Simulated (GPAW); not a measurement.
# How the plane-wave cutoff moves the magnetism of linear Ru chain, spacing 2.823 A

Two starts of linear Ru chain, spacing 2.823 A are run at each rung of the plane-wave cutoff. Which rung is enough?

Main program and level: GPAW 26.7.0; PBE; plane waves with GPAW's PAW setups, scalar-relativistic.

## 1. The structure

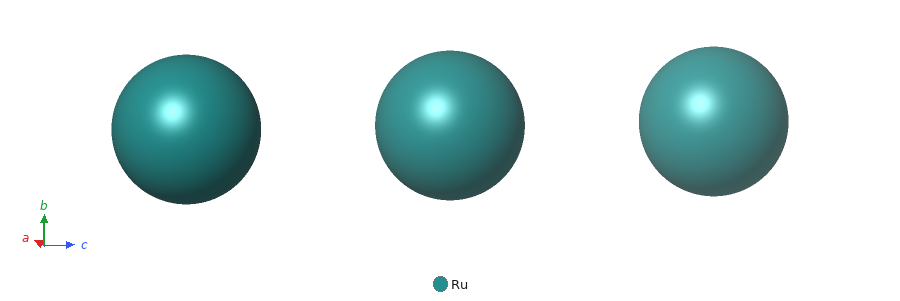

The starting structure, seen from the side, with the c axis across the page (ruthenium teal). 1×1×2 cells are drawn. Some periodic images of atoms are drawn too.

The cell holds 1 atom: 1 Ru. Cell: a = 12.000 Å, b = 12.000 Å, c = 2.823 Å, α = 90.0°, β = 90.0°, γ = 90.0°. model lattice. Vacuum lies along a and b. The structure's axis is c.

## 2. Rung 1 (250 eV), start ferro +

The ladder starts at a low cutoff and climbs, to see from where on the results stand still.

File order1.py:

```python
import json
import numpy as np
from ase import Atoms
from ase.parallel import paropen, parprint
from gpaw import GPAW

atoms = Atoms(['Ru'],
    cell=[[12.0, 0.0, 0.0],
         [0.0, 12.0, 0.0],
         [0.0, 0.0, 2.823]],
    scaled_positions=[[0.5, 0.5, 0.0]],
    pbc=True,
    magmoms=[1.5])
atoms.calc = GPAW(mode={'name': 'pw', 'ecut': 250},
    xc='PBE',
    kpts={'size': (1, 1, 10), 'gamma': True},
    occupations={'name': 'fermi-dirac', 'width': 0.1},
    convergence={'density': 1e-05, 'energy': 1e-05},
    maxiter=200,
    symmetry={'tolerance': 1e-4},
    txt='order1.txt')
e = atoms.get_potential_energy(force_consistent=True)
res = {'free_energy': e, 'energy_sigma0': atoms.get_potential_energy(), 'fermi_energy': atoms.calc.get_fermi_level()}
res['moments'] = atoms.get_magnetic_moments().tolist()
res['total'] = atoms.get_magnetic_moment()
parprint('site moments (muB):', np.round(res['moments'], 3))
parprint(f"total moment: {res['total']:.3f} muB")
parprint(f'free energy: {e:.6f} eV')
atoms.calc.write('order1.gpw')
with paropen('results.json', 'w') as f:
    json.dump(res, f)
```

The run is started by

```bash
$ OMP_NUM_THREADS=1 python3 order1.py > order1.log
```

The program printed:

```text
site moments (muB): [2.655]
total moment: 3.353 muB
free energy: -3.726769 eV

--- order1.txt ---
Input parameters:
  mode=PW(ecut=250),
  convergence={'density': 1e-05, 'energy': 1e-05},
  kpts=MonkhorstPack(size=(1, 1, 10), gamma=True),
  maxiter=200,
  occupations=Occupations(name='fermi-dirac', width=0.1),
  symmetry=Symmetry(tolerance=0.0001),
  xc=XC(name='PBE')

Diagonalizing LCAO Hamiltonian
Converting LCAO to pw mode
        .----------------------------.
       /|                            |
      / |                            |
     /  .----------------------------.
    /  /                            /
   /  /                            /
  /  /                            /
 *  /              Ru            /
 | /                            /
 |/                            /
 *----------------------------*

Atoms  # Å, Bohr magnetons
|   | symbol |        x |        y |        z |    initial magnetic moments |
|---|--------|----------|----------|----------|-----------------------------|
| 0 |     Ru | 6.000000 | 6.000000 | 0.000000 | ( 0.0000,  0.0000,  1.5000) |

Unit cell  # Å
| periodic |         x |         y |        z |   lengths |    angles |
|----------|-----------|-----------|----------|-----------|-----------|
|      yes | 12.000000 |  0.000000 | 0.000000 | 12.000000 | 90.000000 |
|      yes |  0.000000 | 12.000000 | 0.000000 | 12.000000 | 90.000000 |
|      yes |  0.000000 |  0.000000 | 2.823000 |  2.823000 | 90.000000 |

Number of symmetries: 16

BZ-sampling:
  Number of BZ points: 10
  Number of IBZ points: 6

  Monkhorst-Pack size: [1, 1, 10]
  Monkhorst-Pack shift: [0.0, 0.0, 0.05]

Plane wave coefficients: 3667
Cutoff: 250.0 eV

Spin-components: 2 (collinear spins)
Bands:           13
Projectors:      6
Spin-degeneracy: 1
Datatype:        complex128

Parallelization:
  kpt:    1
  domain: 1
  band:   1

Density:
  Valence electrons: 16.0
  Components: 2
  Grid points: [45 45 12]
  Charge: 0.0  # |e|

Potential:
  Grid points: [45 45 12]

[... setups left out ...]
Reference energy: -123245.124983  # eV

eigensolver:
  PPCG
  Converge bands: occupied
  niter=2

density mixing:
  MSR1-Mixer
  Pratt-step length: 0.05
  Maximum mixing coefficient: 0.75
  Old densities: 10
  SVD Regularization: 0.005
  Good broyden scale: 1.0
  Trust region scale: 1.0
  Backstep threshold: 4.0
  History deletion threshold: 6.0
  Fourier metric: weight=20.0, sigma=0.015

occupation numbers:
  Fermi-Dirac:
    width: 0.1000  # eV

poisson solver:
  ecut: 2000.0  # eV

xc functional:
  name: PBE with 2 nearest neighbor stencil

convergence criteria:
- Maximum integral of absolute [dens]ity change: 1e-05 electrons / valence electron
- Maximum [total energy] change in last 3 cyles: 1e-05 eV / valence electron
- Maximum integral of absolute [eigenst]ate change: 4e-08 eV^2 / valence electron
maximum number of iterations: 200

SCF iterations
|iter     |      energy | eigst |  dens |  magmom |
|---------|-------------|-------|-------|---------|
|iter:   1|       0s |   -4.461125 | -0.30 |       |  +1.4931|
|iter:   2|       0s |   -3.992907 | -1.63 | -0.76 |  +1.4983|
|iter:   3|       1s |   -3.375529 | -0.57 | -0.82 |  +1.7536|
|iter:   4|       1s |   -3.403159 | -1.51 | -1.07 |  +1.9755|
|iter:   5|       2s |   -3.660747 | -1.40 | -1.21 |  +3.5676|
|iter:   6|       2s |   -3.630010 | -1.85 | -1.31 |  +2.9115|
|iter:   7|       2s |   -3.653720 | -3.00 | -1.63 |  +3.2612|
|iter:   8|       3s |   -3.652939 | -3.99 | -2.19 |  +3.2276|
|iter:   9|       3s |   -3.654564 | -4.52 | -2.17 |  +3.2733|
|iter:  10|       4s |   -3.656504 | -4.71 | -2.34 |  +3.3685|
|iter:  11|       4s |   -3.656294 | -5.34 | -2.95 |  +3.3462|
|iter:  12|       4s |   -3.656441 | -5.63 | -3.29 |  +3.3553|
|iter:  13|       5s |   -3.656708 | -4.94 | -3.43 |  +3.3573|
|iter:  14|       5s |   -3.656544 | -5.60 | -3.13 |  +3.3531|
|iter:  15|       6s |   -3.656765 | -5.36 | -3.29 |  +3.3532|
|iter:  16|       6s |   -3.656500 | -5.17 | -3.12 |  +3.3530|
|iter:  17|       6s |   -3.656376 | -5.11 | -3.35 |  +3.3529|
|iter:  18|       7s |   -3.656362c| -5.56 | -3.78 |  +3.3531|
|iter:  19|       7s |   -3.656362c| -6.58 | -4.75 |  +3.3531|
|iter:  20|       8s |   -3.656362c| -7.09 | -4.95 |  +3.3531|
|iter:  21|       8s |   -3.656362c| -7.68c| -5.57c|  +3.3530|

Converged in 21 steps
Energy contributions relative to reference atoms: (reference = -123245.124983)

Energy contributions:
  Kinetic:          -4.508716
  Coulomb:           2.314634
  Zero:              0.520743
  External:          0.000000
  Xc:               -1.912615
  Entropy:          -0.140815
  Spinorbit:         0.000000
  ----------------------------
  Free energy:      -3.726769
  Extrapolated:     -3.656362

dipole moment: (0.000001, 0.000001, -9.698290)  # |e|*Ang

Total magnetic moment: (0.000000, 0.000000, 3.353046)

Local magnetic moments
|        x |        y |        z |
|----------|----------|----------|
| 0.000000 | 0.000000 | 2.654703 |  # Ru   0

Fermi level: -3.738
Eigenvalues  # (at kpt = [0.000, 0.000, 0.000])
| band index |      eig [eV] | occ [0-1] |      eig [eV] | occ [0-1] |
|------------|---------------|-----------|---------------|-----------|
|          0 |       -76.967 |     1.000 |       -75.078 |     1.000 |
|          1 |       -47.199 |     1.000 |       -45.105 |     1.000 |
|          2 |       -47.199 |     1.000 |       -45.105 |     1.000 |
|          3 |       -46.639 |     1.000 |       -44.789 |     1.000 |
|          4 |        -7.445 |     1.000 |        -6.239 |     1.000 |
|          5 |        -6.068 |     1.000 |        -3.832 |     0.719 |
|          6 |        -6.068 |     1.000 |        -3.828 |     0.711 |
|          7 |        -5.419 |     1.000 |        -3.793 |     0.633 |
|          8 |        -4.399 |     0.999 |        -2.529 |     0.000 |
|          9 |        -4.399 |     0.999 |        -2.529 |     0.000 |
|         10 |        -1.712 |     0.000 |        -0.964 |     0.000 |
|         11 |        -1.712 |     0.000 |        -0.964 |     0.000 |
|         12 |         0.234 |     0.000 |         0.381 |     0.000 |

No gap
No difference between direct/indirect transitions
```

Elapsed: 10 s, on 1 MPI rank of AMD EPYC 9B45 (Zen 5), shared host; peak memory 0.2 GiB.

Spin moment in the augmentation sphere by atom:

| atom | spin moment in the augmentation sphere (μB) |
| --- | --- |
| Ru1 | 2.65 |

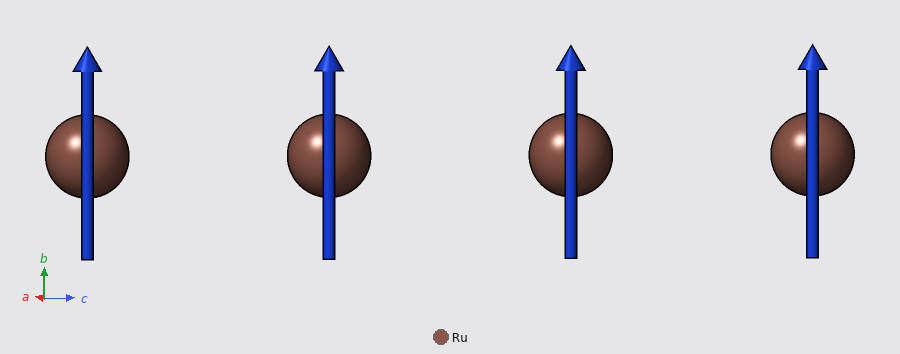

Spin moment in the augmentation sphere as arrows, the longest 2.65 μB. Up and down stand for the sign. Arrows give size and sign along the axis of quantisation, drawn up and down the page. 1×1×3 cells are drawn. Some periodic images of atoms are drawn too.

Read from the output:

```yaml
magnetization: 3.353 μB
final_state: ferromagnetic
```

After 21 cycles the largest moment stands at 2.65 μB.

## 3. Rung 1 (250 eV), start antiferro q=(0,0,1/2) +-

The second start gives the energy difference between the two end states, the quantity that is followed up the ladder. Its q is in fractions of the reciprocal vectors of the first run's cell.

order2.py is the script of step 2 with these lines changed:

```diff
@@ -6,12 +6,13 @@
 
-atoms = Atoms(['Ru'],
+atoms = Atoms(['Ru', 'Ru'],
     cell=[[12.0, 0.0, 0.0],
          [0.0, 12.0, 0.0],
-         [0.0, 0.0, 2.823]],
-    scaled_positions=[[0.5, 0.5, 0.0]],
+         [0.0, 0.0, 5.646]],
+    scaled_positions=[[0.5, 0.5, 0.0],
+         [0.5, 0.5, 0.5]],
     pbc=True,
-    magmoms=[1.5])
+    magmoms=[1.5, -1.5])
 atoms.calc = GPAW(mode={'name': 'pw', 'ecut': 250},
     xc='PBE',
-    kpts={'size': (1, 1, 10), 'gamma': True},
+    kpts={'size': (1, 1, 5), 'gamma': True},
     occupations={'name': 'fermi-dirac', 'width': 0.1},
@@ -20,3 +21,3 @@
     symmetry={'tolerance': 1e-4},
-    txt='order1.txt')
+    txt='order2.txt')
 e = atoms.get_potential_energy(force_consistent=True)
@@ -28,3 +29,3 @@
 parprint(f'free energy: {e:.6f} eV')
-atoms.calc.write('order1.gpw')
+atoms.calc.write('order2.gpw')
 with paropen('results.json', 'w') as f:
```

The run is started by

```bash
$ OMP_NUM_THREADS=1 python3 order2.py > order2.log
```

The program printed:

```text
site moments (muB): [ 2.15 -2.15]
total moment: 0.000 muB
free energy: -7.143793 eV

--- order2.txt ---
Input parameters:
  mode=PW(ecut=250),
  convergence={'density': 1e-05, 'energy': 1e-05},
  kpts=MonkhorstPack(size=(1, 1, 5), gamma=True),
  maxiter=200,
  occupations=Occupations(name='fermi-dirac', width=0.1),
  symmetry=Symmetry(tolerance=0.0001),
  xc=XC(name='PBE')

Diagonalizing LCAO Hamiltonian
Converting LCAO to pw mode
        .----------------------------.
       /|                            |
      / |                            |
     /  |                            |
    /   |                            |
   /    |                            |
  /     |                            |
 *      .----------Ru----------------.
 |     /                            /
 |    /                            /
 |   /                            /
 |  /              Ru            /
 | /                            /
 |/                            /
 *----------------------------*

Atoms  # Å, Bohr magnetons
|   | symbol |        x |        y |        z |    initial magnetic moments |
|---|--------|----------|----------|----------|-----------------------------|
| 0 |     Ru | 6.000000 | 6.000000 | 0.000000 | ( 0.0000,  0.0000,  1.5000) |
| 1 |     Ru | 6.000000 | 6.000000 | 2.823000 | ( 0.0000,  0.0000, -1.5000) |

Number of symmetries: 16

BZ-sampling:
  Number of BZ points: 5
  Number of IBZ points: 3

  Monkhorst-Pack size: [1, 1, 5]
  Monkhorst-Pack shift: [0, 0, 0]

Plane wave coefficients: 7315
Cutoff: 250.0 eV

Spin-components: 2 (collinear spins)
Bands:           24
Projectors:      12
Spin-degeneracy: 1
[...]
|iter:  44|      31s |   -6.936217c| -8.48c| -4.76 |  +0.0000|
|iter:  45|      31s |   -6.936217c| -8.39c| -4.90 |  +0.0000|
|iter:  46|      31s |   -6.936217c| -8.47c| -5.03c|  +0.0000|

Converged in 46 steps
Energy contributions relative to reference atoms: (reference = -246490.249966)

Energy contributions:
  Kinetic:         -13.291017
  Coulomb:           7.975422
  Zero:              1.062604
  External:          0.000000
  Xc:               -2.475651
  Entropy:          -0.415152
  Spinorbit:         0.000000
  ----------------------------
  Free energy:      -7.143793
  Extrapolated:     -6.936217

dipole moment: (0.000002, 0.000002, -19.414508)  # |e|*Ang

Total magnetic moment: (0.000000, 0.000000, 0.000007)

Local magnetic moments
|        x |        y |         z |
|----------|----------|-----------|
| 0.000000 | 0.000000 |  2.150150 |  # Ru   0
| 0.000000 | 0.000000 | -2.150138 |  # Ru   1

Fermi level: -3.819
Eigenvalues  # (at kpt = [0.000, 0.000, 0.000])
| band index |      eig [eV] | occ [0-1] |      eig [eV] | occ [0-1] |
|------------|---------------|-----------|---------------|-----------|
|          0 |       -76.870 |     1.000 |       -76.870 |     1.000 |
|        ... |               |           |               |           |
|          6 |       -45.345 |     1.000 |       -45.345 |     1.000 |
|          7 |       -45.345 |     1.000 |       -45.345 |     1.000 |
|          8 |        -6.979 |     1.000 |        -6.979 |     1.000 |
|          9 |        -5.957 |     1.000 |        -5.957 |     1.000 |
[...]
|         19 |        -1.387 |     0.000 |        -1.387 |     0.000 |
|         20 |        -1.387 |     0.000 |        -1.387 |     0.000 |
|         21 |        -0.476 |     0.000 |        -0.476 |     0.000 |
|        ... |               |           |               |           |
|         23 |         0.984 |     0.000 |         0.984 |     0.000 |

No gap
No difference between direct/indirect transitions
```

It took 35 s on 1 MPI rank; peak memory 0.26 GiB.

Spin moment in the augmentation sphere by atom:

| atom | spin moment in the augmentation sphere (μB) |
| --- | --- |
| Ru1 | 2.15 |
| Ru2 | -2.15 |

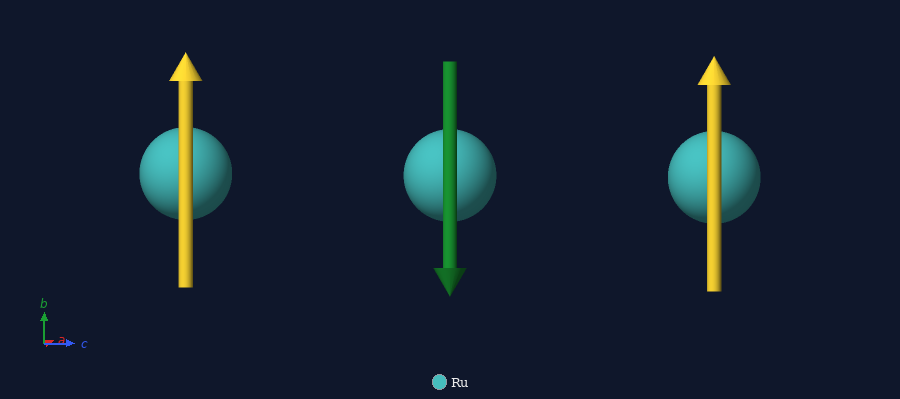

Spin moment in the augmentation sphere as arrows, the longest 2.15 μB. Up and down stand for the sign. Arrows give size and sign along the axis of quantisation, drawn up and down the page. The two directions have two colours. Some periodic images of atoms are drawn too.

Numbers from this step:

* magnetization: 0 μB
* final state: antiferromagnetic

This start lies +154.9 meV a seeded atom from the first; its largest moment is 2.15 μB.

## 4. Rung 2 (325 eV), start ferro +

order1.py is the script of step 2 with these lines changed:

```diff
@@ -13,3 +13,3 @@
     magmoms=[1.5])
-atoms.calc = GPAW(mode={'name': 'pw', 'ecut': 250},
+atoms.calc = GPAW(mode={'name': 'pw', 'ecut': 325},
     xc='PBE',
```

The run is started by

```bash
$ OMP_NUM_THREADS=1 python3 order1.py > order1.log
```

The program printed:

```text
site moments (muB): [2.672]
total moment: 3.340 muB
free energy: -4.168943 eV

--- order1.txt ---
Input parameters:
  mode=PW(ecut=325),
  convergence={'density': 1e-05, 'energy': 1e-05},
  kpts=MonkhorstPack(size=(1, 1, 10), gamma=True),
  maxiter=200,
  occupations=Occupations(name='fermi-dirac', width=0.1),
  symmetry=Symmetry(tolerance=0.0001),
  xc=XC(name='PBE')

Diagonalizing LCAO Hamiltonian
[...]
|          3 |       -46.578 |     1.000 |       -44.726 |     1.000 |
|          4 |        -7.409 |     1.000 |        -6.195 |     1.000 |
[...]
|          9 |        -4.395 |     0.999 |        -2.521 |     0.000 |
|         10 |        -1.693 |     0.000 |        -0.954 |     0.000 |
|         11 |        -1.693 |     0.000 |        -0.954 |     0.000 |
|         12 |         0.234 |     0.000 |         0.383 |     0.000 |

No gap
No difference between direct/indirect transitions


[key lines of the parts left out:]
Free energy:      -4.168943
Converged in 21 steps
dipole moment: (0.000001, 0.000001, -9.688563)  # |e|*Ang
Fermi level: -3.717
```

Run time: 11 s. Hardware: 1 MPI rank; peak memory 0.22 GiB.

This step gave:

* magnetization: 3.340 μB
* final state: ferromagnetic
* largest moment: 2.672 μB

The largest moment moves by +0.02 μB from rung 1, at 1.1 times its CPU time.

## 5. Rung 2 (325 eV), start antiferro q=(0,0,1/2) +-

order2.py is the script of step 3 with these lines changed:

```diff
@@ -14,3 +14,3 @@
     magmoms=[1.5, -1.5])
-atoms.calc = GPAW(mode={'name': 'pw', 'ecut': 250},
+atoms.calc = GPAW(mode={'name': 'pw', 'ecut': 325},
     xc='PBE',
```

The run is started by

```bash
$ OMP_NUM_THREADS=1 python3 order2.py > order2.log
```

The program printed:

```text
site moments (muB): [ 2.172 -2.172]
total moment: -0.000 muB
free energy: -8.015692 eV

--- order2.txt ---
Input parameters:
  mode=PW(ecut=325),
  convergence={'density': 1e-05, 'energy': 1e-05},
  kpts=MonkhorstPack(size=(1, 1, 5), gamma=True),
  maxiter=200,
  occupations=Occupations(name='fermi-dirac', width=0.1),
  symmetry=Symmetry(tolerance=0.0001),
  xc=XC(name='PBE')

Diagonalizing LCAO Hamiltonian
[...]
|          9 |        -5.943 |     1.000 |        -5.943 |     1.000 |
[...]
|         19 |        -1.374 |     0.000 |        -1.374 |     0.000 |
|         20 |        -1.374 |     0.000 |        -1.374 |     0.000 |
|         21 |        -0.445 |     0.000 |        -0.445 |     0.000 |
|        ... |               |           |               |           |
|         23 |         0.980 |     0.000 |         0.980 |     0.000 |

No gap
No difference between direct/indirect transitions


[key lines of the parts left out:]
Free energy:      -8.015692
Converged in 53 steps
dipole moment: (0.000002, 0.000002, -19.395619)  # |e|*Ang
Fermi level: -3.805
```

Run time: 56 s. Hardware: 1 MPI rank; peak memory 0.33 GiB.

Read from the output:

```yaml
magnetization: 0 μB
final_state: antiferromagnetic
largest_moment: 2.172 μB
```

This start lies +161.1 meV a seeded atom from the first, a change of +6.2 meV since rung 1; its largest moment is 2.17 μB.

## 6. Rung 3 (400 eV), start ferro +

order1.py is the script of step 4 with these lines changed:

```diff
@@ -13,3 +13,3 @@
     magmoms=[1.5])
-atoms.calc = GPAW(mode={'name': 'pw', 'ecut': 325},
+atoms.calc = GPAW(mode={'name': 'pw', 'ecut': 400},
     xc='PBE',
```

The run is started by

```bash
$ OMP_NUM_THREADS=1 python3 order1.py > order1.log
```

The program printed:

```text
site moments (muB): [2.678]
total moment: 3.337 muB
free energy: -4.379429 eV

--- order1.txt ---
Input parameters:
  mode=PW(ecut=400),
  convergence={'density': 1e-05, 'energy': 1e-05},
  kpts=MonkhorstPack(size=(1, 1, 10), gamma=True),
  maxiter=200,
  occupations=Occupations(name='fermi-dirac', width=0.1),
  symmetry=Symmetry(tolerance=0.0001),
  xc=XC(name='PBE')

Diagonalizing LCAO Hamiltonian
[...]
|          3 |       -46.540 |     1.000 |       -44.687 |     1.000 |
|          4 |        -7.404 |     1.000 |        -6.186 |     1.000 |
[...]
|          9 |        -4.396 |     0.999 |        -2.519 |     0.000 |
|         10 |        -1.687 |     0.000 |        -0.951 |     0.000 |
|         11 |        -1.687 |     0.000 |        -0.951 |     0.000 |
|         12 |         0.241 |     0.000 |         0.384 |     0.000 |

No gap
No difference between direct/indirect transitions


[key lines of the parts left out:]
Free energy:      -4.379429
Converged in 23 steps
dipole moment: (0.000001, 0.000001, -9.680811)  # |e|*Ang
Fermi level: -3.713
```

Elapsed: 16 s, on 1 MPI rank; peak memory 0.27 GiB.

Read from the output:

```yaml
magnetization: 3.337 μB
final_state: ferromagnetic
largest_moment: 2.678 μB
```

The largest moment moves by +0.01 μB from rung 2, at 1.4 times its CPU time.

## 7. Rung 3 (400 eV), start antiferro q=(0,0,1/2) +-

order2.py is the script of step 5 with these lines changed:

```diff
@@ -14,3 +14,3 @@
     magmoms=[1.5, -1.5])
-atoms.calc = GPAW(mode={'name': 'pw', 'ecut': 325},
+atoms.calc = GPAW(mode={'name': 'pw', 'ecut': 400},
     xc='PBE',
```

The run is started by

```bash
$ OMP_NUM_THREADS=1 python3 order2.py > order2.log
```

The program printed:

```text
site moments (muB): [ 2.179 -2.179]
total moment: 0.000 muB
free energy: -8.435822 eV

--- order2.txt ---
Input parameters:
  mode=PW(ecut=400),
  convergence={'density': 1e-05, 'energy': 1e-05},
  kpts=MonkhorstPack(size=(1, 1, 5), gamma=True),
  maxiter=200,
  occupations=Occupations(name='fermi-dirac', width=0.1),
  symmetry=Symmetry(tolerance=0.0001),
  xc=XC(name='PBE')

Diagonalizing LCAO Hamiltonian
[...]
|          9 |        -5.939 |     1.000 |        -5.939 |     1.000 |
[...]
|         19 |        -1.369 |     0.000 |        -1.369 |     0.000 |
|         20 |        -1.369 |     0.000 |        -1.369 |     0.000 |
|         21 |        -0.436 |     0.000 |        -0.436 |     0.000 |
|        ... |               |           |               |           |
|         23 |         0.981 |     0.000 |         0.981 |     0.000 |

No gap
No difference between direct/indirect transitions


[key lines of the parts left out:]
Free energy:      -8.435822
Converged in 40 steps
dipole moment: (0.000002, 0.000002, -19.380246)  # |e|*Ang
Fermi level: -3.801
```

The job ended after 58 s (1 MPI rank; peak memory 0.41 GiB).

This step gave:

```yaml
magnetization: 0 μB
final_state: antiferromagnetic
largest_moment: 2.179 μB
```

This start lies +161.5 meV a seeded atom from the first, a change of +0.4 meV since rung 2; its largest moment is 2.18 μB.

[end of part 1 of 2]

[Logs and program files are shortened in this print: banners, set-up blocks, solver, clock and traceback lines can be left out without a mark of their own.]

[Logs are printed without paths, hosts, clocks, repeated set-up lines and the standing remarks that a program may print on its own settings, such as how far it seeks lower states.]

[Hosts, paths, dates, database ids (printed as entryN), source tags and the programs' standing remarks are cut or masked in the printed files.]

[Where a cell is said to come from a database of computed structures, the database is the Materials Project.]
